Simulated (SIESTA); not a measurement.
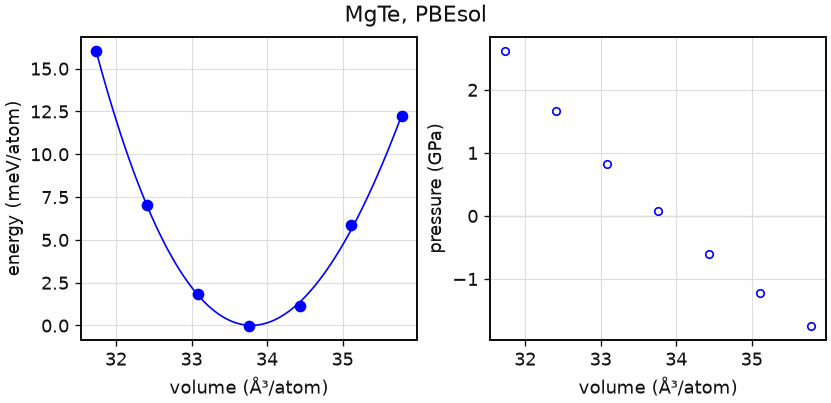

The figure shows the energy and pressure against volume for MgTe, space group F-43m (No. 216).

Cell as given: a = 4.571 Å, b = 4.571 Å, c = 4.571 Å, α = 60.00°, β = 60.00°, γ = 60.00°; 2 atoms.

Calculation (SIESTA 5.4.2): DFT in numerical atomic orbitals with pseudopotentials, no spin polarisation; energies at scaled volumes of the given cell, shape and fractions fixed, counted from the fit's minimum, third-order Birch-Murnaghan fit. Level: PBEsol.

k mesh 7×7×7; occupations Fermi–Dirac; smearing width 0.05 eV; potentials PseudoDojo 0.4 standard, converted to PSML, two zetas on semicore shells; program settings basis DZP, mesh cutoff 800 Ry.

Tabulate the plotted points.

```tsv
volume (Å³/atom)	energy (meV/atom)	pressure (GPa)
31.74	16.02	2.62
32.41	7.04	1.66
33.09	1.84	0.83
33.76	-0.04	0.07
34.44	1.12	-0.61
35.11	5.88	-1.23
35.79	12.20	-1.75
```

Note: mulliken charges of long orbitals.
